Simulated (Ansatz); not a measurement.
## PbS: field-gradient calculation (part 1 of 2)

- system: PbS (4 atoms in the cell)
- method: DFT, PBE, PAW with Ansatz's default frozen-core files, scalar-relativistic, no spin polarisation (Ansatz 0.2.0)

The structure derives from an entry of the Crystallography Open Database. It belongs to a series of runs on one base structure; here: equal xx and yy strain of +3 %, PAW files. Figures and captions count atoms from 1; the log counts them from 0 in places.

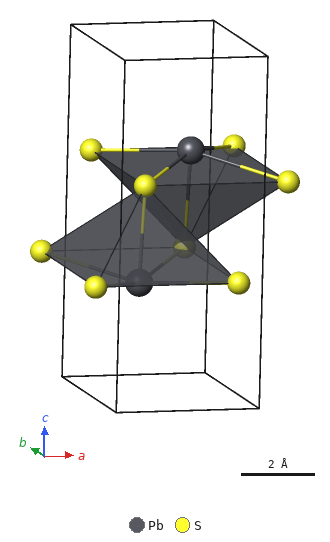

*The structure as given in the input (polyhedral view of the cell of the calculation, with the vacuum cut short, seen slightly off an axis; polyhedra are completed across the faces of the cell).*

## Summary

- outcome: converged
- space group (tolerance 0.01 Å): C2/m (12)
- electrons treated: 40
- free energy: −25618.7772 eV
- Fermi energy: 2.339 eV
- gap on the k-point mesh: 1.54 eV
- pressure: −1.32 GPa
- field gradient V_zz (10²¹ V/m²): Pb −21.55, Pb −21.55, S 0.62, S 0.62
- largest force (length of the vector): 0.685 eV/Å
- hardware: 1 thread of Intel Xeon (Sapphire Rapids), 64 GiB of memory available, shared host
- wall time: 13 s
- peak memory: 0.64 GiB

## Notes

Warnings of the run: the field gradients leave out spin–orbit coupling; the exchange-correlation potential is rough where the density is thin. Spin–orbit coupling is left out, which matters for Pb.

## The input
```yaml
crystal:
  lattice:
    - [3.028715, -2.987, 0.0]
    - [3.028715, 2.987, 0.0]
    - [-1.1124515, 0.0, 11.70929]
  atoms:
    - { symbol: Pb, position: [0.7756, 0.7756, 0.63638] }
    - { symbol: Pb, position: [0.2244, 0.2244, 0.36362] }
    - { symbol: S, position: [0.2684, 0.2684, 0.5986] }
    - { symbol: S, position: [0.7316, 0.7316, 0.4014] }
kpoints:
  mp_grid: { grid: [7, 7, 3] }
scf:
  occupations: { method: fermi_dirac, width: 0.01 }
hamiltonian:
  xc: pbe
  pseudopotentials: { kind: paw }
output:
  forces: true
  stress: true
  eigenvalues: true
  efg: { contact_densities: true }
  write_density: true
  write_potential: true
  elf: true
  volumetric_format: npy
```

Launch command:
```bash
ansatz run input.yaml --threads 1 --pin off --max-ram 4096MiB --backend cpu --events-out ev --progress --plain --runs-dir out
```

## Log
```
Pb: output.efg is read without spin–orbit coupling, which moves field gradients at and beside such atoms by some per cent and up to a factor of two; PAW files take it under magnetization.noncollinear and magnetization.spin_orbit
Engine: ansatz 0.2.0, x86_64-unknown-linux-gnu
Pseudopotentials: kind: paw
Pseudopotential: Pb, paw, valence charge 14, recommended cutoff 420 eV (normal), Pb.paw.azcp
Pseudopotential: S, paw, valence charge 6, recommended cutoff 420 eV (normal), S.paw.azcp
Functional definition: PBE
  parameter kappa = 0.804
  parameter beta = 0.06672455060314922
  exchange = pbe_x(kappa = kappa, mu = beta*pi^2/3)
  correlation = pbe_c(beta = beta)
Crystal: 4 atoms, lattice volume = 211.863 Å³
Basis set: ecut = 420 eV, 4109 PW (Γ), exchange–correlation on 60×60×160 points (8 copies of the dense FFT grid, shifted against one another)
Bands: 24, of which v1, the nominal top of the filled ones, is band 20 counted from 1 (19 counted from 0)
Symmetry: 4 space group operations
Space group: C2/m (ITA 12), of the structure as read, at distance tolerance 6.0e-5 Å
k-points: 44 of 147
Non-local potential: Pb, projectors of the file, l = 0: 2, l = 1: 2, l = 2: 2, l = 3: 2
Non-local potential: S, projectors of the file, l = 0: 2, l = 1: 2, l = 2: 2
PAW form: soft (Blöchl's): semilocal exchange-correlation on the pseudo side does not see the compensation charge
PAW one-centre angular grid: Pb, 590 points (default); XC on 64 Gauss nodes
PAW one-centre angular grid: S, 110 points (default); XC on 64 Gauss nodes
Initial density: superposition of atomic densities (neutral atoms: chi_scale 0, normalization atom), corrected by the library's trained network
Initial wavefunctions: pseudopotential atomic-orbital guess
Functional: x = pbe(κ = 0.804, μ = 0.2195149727645171), c = pbe(β = 0.06672455060314922)
SCF iter   1: F=—  HF=-25618.777667 eV  |F-HF|=—  |Δ(HF+E_count)|=         —  Δρ=8.54e-4  dr2=7.03e-3  ethr=1.77e-3  ⟨swp⟩=7.8  Hψ=5654  notcnv=0
preconditioner: auto → Resta (q_TF=auto, 2.066 Å⁻¹)  ε∞=2.4  [insulator: Δε(μ)=1.594 eV  Ē_g=13.597 eV  σ=0.010 eV  W_gap=1.00  n_scr=26 (ndim 8)  ℏωp=16.1 eV  f_vac=0.435  D(μ)=0.00/eV (n_scr^D=0)  ε∞_Penn≈2.4]
SCF iter   2: F=—  HF=-25618.776635 eV  |F-HF|=—  |Δ(HF+E_count)|=   1.03e-3  Δρ=4.98e-4  dr2=2.31e-3  ethr=1.76e-5  ⟨swp⟩=3.5  Hψ=2317  notcnv=0
SCF iter   3: F=—  HF=-25618.776928 eV  |F-HF|=—  |Δ(HF+E_count)|=   2.93e-4  Δρ=2.21e-4  dr2=5.61e-4  ethr=5.78e-6  ⟨swp⟩=3.1  Hψ=1613  notcnv=0
SCF iter   4: F=—  HF=-25618.776963 eV  |F-HF|=—  |Δ(HF+E_count)|=   3.51e-5  Δρ=1.01e-4  dr2=5.72e-5  ethr=1.40e-6  ⟨swp⟩=2.5  Hψ=1547  notcnv=0
SCF iter   5: F=—  HF=-25618.777227 eV  |F-HF|=—  |Δ(HF+E_count)|=   2.64e-4  Δρ=8.72e-5  dr2=3.15e-5  ethr=1.43e-7  ⟨swp⟩=2.0  Hψ=2108  notcnv=0
SCF iter   6: F=—  HF=-25618.777224 eV  |F-HF|=—  |Δ(HF+E_count)|=   2.92e-6  Δρ=2.74e-5  dr2=2.31e-6  ethr=7.87e-8  ⟨swp⟩=3.0  Hψ=2019  notcnv=0
SCF iter   7: F=—  HF=-25618.777227 eV  |F-HF|=—  |Δ(HF+E_count)|=   2.65e-6  Δρ=2.10e-5  dr2=1.38e-6  ethr=5.77e-9  ⟨swp⟩=2.0  Hψ=2030  notcnv=0
SCF iter   8: F=—  HF=-25618.777227 eV  |F-HF|=—  |Δ(HF+E_count)|=   2.82e-7  Δρ=7.75e-6  dr2=1.94e-7  ethr=3.45e-9  ⟨swp⟩=2.8  Hψ=1974  notcnv=0
SCF iter   9: F=-25618.777227 eV  HF=-25618.777227 eV  |F-HF|=2.76e-10  |Δ(HF+E_count)|=   2.27e-8  Δρ=1.90e-6  dr2=1.00e-8  ethr=2.50e-10  ⟨swp⟩=10.3  Hψ=8346  notcnv=0
SCF 1 converged in 9 iterations: F = -25618.777227 eV  dr2 = 1.00e-8
  greatest PAW one-centre occupation: 0.982 electrons in one spin orbital (limit 2), on the Pb atom at site 1 (counted from 0), in its partial waves of l = 2
```

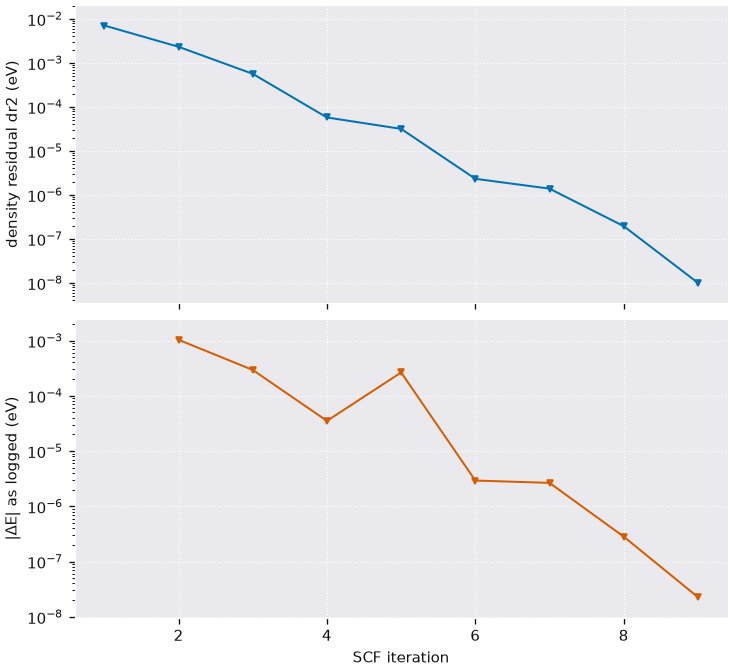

*Convergence of the self-consistent field: density residual dr2 and size of the energy change against the SCF iteration.*

The residual falls at every step.

```
WARN: The output density's exchange-correlation potential varies sharply where the density is thin. Do not read a vacuum level from v_tot or v_xc, or from such a field of the output density. On a cell that repeats whose density bears no net charge and no dipole along the vacuum's axis use v_es (v_loc + v_h of the components); under efield.dipole_correction with no amplitude use v_es + v_field, which holds any external_charges[].barrier, or the levels of the report's work_function block, which leave it out; under a non-zero efield.amplitude the vacuum is tilted and has no level; on a cell that repeats and bears such a dipole with no correction it is tilted too, and efield.dipole_correction with no amplitude gives each side of its ramp a level where efield: is served; in a cell that repeats whose density bears a net charge (total_charge, or a fill off its count) it is curved and has none; of a slab under crystal.periodic whose density bears no net charge use v_es, which has a level on each side, short of where the two are joined; of another it falls or rises all the way out and has none; of a slab beside external_charges read slab_vacuum_level instead, which it has where they leave it neutral. The grid or the basis barely resolves most such structure, and the values can differ between equally converged runs; as a rule a tighter scf.convergence.dr2_threshold does not remove it. Where the density itself ripples (under the LDA too) a higher basis.ecutwfc lessens it. The files hold the spikes' plane waves up to the density's cutoff. Files: v_tot_of_output_density and the like, and their columns of v_z.tsv (output.write_potential); v_xc_of_output_density and the like, and their columns of v_comp_z.tsv (output.write_potential_components). Measured: with its Gaussian average of σ = 0.25 Å subtracted twice, the exchange-correlation potential is over 0.1 eV at 5444 of the grid points where the equally averaged density (valence and model cores) is under 1e-3 e/Å³, and 1.16 eV at the most among them, at an averaged density of 2.9e-5 e/Å³. The input density's (outcome.potential() and, of a run that writes arrays, v_tot and v_xc) is over 0.1 eV, so measured, at 5500 points of its own thin density, 1.16 eV at the most. See output.write_potential in the manual, Limitations
SCF converged after 9 iterations
Free energy (F): -25618.777227 eV
Harris-Foulkes:  -25618.777227 eV  (|F-HF|=2.76e-10)
Internal energy: -25618.777227 eV  (E = F + TS)
E sigma→0 (E₀):  -25618.777227 eV
Fermi energy:    2.338971 eV
--- Per-component energies (eV) ---
  E_band       = -353.388422
  E_kinetic    = 783.714002
  E_local      = -7091.635022  (includes V_loc(G=0)·N_el)
  E_nonlocal   = 756.918193
  E_hartree    = 3154.354051
  E_xc         = -634.085995
  E_vxc        = -437.075954  (∫ρ·V_xc dr)
  E_paw        = -22008.689961  (= ΣΔE_a)
  E_vpaw       = -674.015571  (= ΣTr[D̂ρ^β])
  E_aug_tail   = 0.000100  (compensation charges beyond the density's cutoff)
  E_ewald      = -579.352596
  E_smearing   = -0.000000  (= −TS)
  E_closure    = -0.000000  (closes the sum)
  Σ components = -25618.777227   (vs F -25618.777227, Δ=0.00e0)
--- Forces (eV/Å), atoms counted from 1 ---
  atom   1  Pb    -0.00032843     0.00000000    -0.68485059
  atom   2  Pb     0.00032843    -0.00000000     0.68485059
  atom   3  S     -0.00512450     0.00000000    -0.04251824
  atom   4  S      0.00512450    -0.00000000     0.04251824
  max |Σ_I F_I| component: 6.94e-18 eV/Å
--- Stress (GPa, compression-positive) ---
       -1.416256       0.000000      -0.009574
        0.000000      -0.809675       0.000000
       -0.009574       0.000000      -1.729537
  P = ⅓ Tr σ = -1.3185 GPa (-13.185 kbar)
--- PAW observables at the nuclei: V_zz in 10²¹ V/m², potentials from the cell's mean, atoms counted from 1 ---
  atom   1  Pb V_zz =   -21.554086   η = 0.2655   by run symmetry: allowed
            electrostatic potential = -17470.261346 V   contact ρ = 16532624.025223 e/Å³
  atom   2  Pb V_zz =   -21.554086   η = 0.2655   by run symmetry: allowed
            electrostatic potential = -17470.261346 V   contact ρ = 16532624.025223 e/Å³
  atom   3  S  V_zz =    +0.623658   η = 0.1684   by run symmetry: allowed
            electrostatic potential = -1629.113429 V   contact ρ = 19769.715022 e/Å³
  atom   4  S  V_zz =    +0.623658   η = 0.1684   by run symmetry: allowed
            electrostatic potential = -1629.113429 V   contact ρ = 19769.715022 e/Å³
--- Band table (eV; the first three rows and the last of 44) ---
  k-point 0: bands = ["-14.7115", "-14.6613", "-14.6540", "-14.6449", "-14.6232", "-14.6179", "-14.6178", "-14.6110", "-14.6023", "-14.5943", "-10.7787", "-9.4056", "-5.5585", "-4.0738", "-1.3081", "-0.7053", "-0.5711", "0.4143", "0.5211", "1.5660", "3.2232", "4.7322", "6.3984", "6.6244"]
  k-point 1: bands = ["-14.7115", "-14.6613", "-14.6540", "-14.6449", "-14.6232", "-14.6179", "-14.6178", "-14.6110", "-14.6023", "-14.5943", "-10.7787", "-9.4056", "-5.5586", "-4.0736", "-1.3063", "-0.7053", "-0.5711", "0.4143", "0.5211", "1.5654", "3.1083", "5.2039", "6.3980", "6.4257"]
  k-point 2: bands = ["-14.7045", "-14.6556", "-14.6507", "-14.6425", "-14.6243", "-14.6219", "-14.6196", "-14.6116", "-14.6043", "-14.5960", "-10.6714", "-9.3807", "-5.7417", "-4.3649", "-1.2447", "-0.5347", "-0.4298", "0.5700", "0.7640", "1.4225", "3.3964", "4.8409", "5.4122", "5.9876"]
  k-point 43: bands = ["-14.7105", "-14.7053", "-14.6381", "-14.6328", "-14.6223", "-14.6201", "-14.6079", "-14.6010", "-14.6008", "-14.6007", "-9.4266", "-9.3916", "-5.3294", "-5.2935", "-2.1472", "-1.8945", "-0.7979", "-0.5419", "0.1777", "0.2517", "4.9270", "5.3178", "5.9746", "6.2563"]
```

## File rho_z.tsv
```
# z_ang	rho[e/angstrom^3]
# format = ansatz-planar-average/11
# lattice	3.028715000	-2.987000000	0.000000000
# lattice	3.028715000	2.987000000	0.000000000
# lattice	-1.112451500	0.000000000	11.709290000
# sites	4
# site	82	3.990200822	0.000000000	7.451557970
# site	82	0.954777678	0.000000000	4.257732030
# site	16	0.959900744	0.000000000	7.009180994
# site	16	3.985077756	0.000000000	4.700109006
0.000000	2.287687e-5
0.147025	2.582510e-5
0.294050	3.040726e-5
0.441076	4.205202e-5
0.588101	5.794765e-5
0.735126	8.553222e-5
0.882151	1.247481e-4
1.029176	1.868794e-4
1.176202	2.775134e-4
1.323227	4.167356e-4
1.470252	6.235270e-4
1.617277	9.379123e-4
1.764302	1.408574e-3
1.911328	2.121890e-3
2.058353	3.198537e-3
2.205378	4.833717e-3
2.352403	7.309378e-3
2.499428	1.106944e-2
2.646454	1.677876e-2
2.793479	2.545167e-2
2.940504	3.860252e-2
3.087529	5.867031e-2
3.234554	8.938092e-2
3.381580	1.365298e-1
3.528605	2.089358e-1
3.675630	3.140657e-1
3.822655	4.506291e-1
3.969680	6.031308e-1
4.116706	7.381851e-1
4.263731	8.124569e-1
4.410756	7.999576e-1
```
